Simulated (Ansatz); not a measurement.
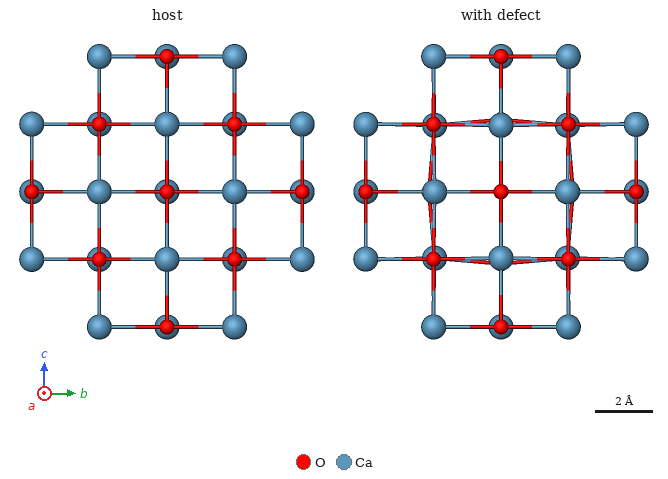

Left: perfect CaO. Right: the same region with one point defect, after relaxing the atoms in a supercell of 64 sites. A ball-and-stick model of the atoms within 6.0 Å of one point, in a slice 5.0 Å thick across the line of sight, seen along the a axis.

All numbers below come from DFT, PBEsol, PAW, plane waves (Ansatz 0.2.0). (plane-wave cutoff 420 eV; k-point mesh 1 × 1 × 1; mesh shifted by (0.25, 0.25, 0.25); collinear spin) Fermi-Dirac smearing of 0.01 eV. A uniform background neutralises the charged cell. The axes drawn are those of the host's conventional cell.

Which defect is it?

Answer. A calcium atom is taken out (a vacancy).

The charge state of the cell is −1.

What does the relaxation do around it?

Answer. Around the empty Ca site the host had 6 O at 2.38 Å; after relaxation the nearest atoms are 6 O at 2.54 Å. Of the host's atoms, an oxygen atom moves furthest from its site, by 0.16 Å. The cell's net moment is 1.00 μB.

Limits of the set-up: the cell is charged, on a uniform background, and energies carry no finite-size correction.
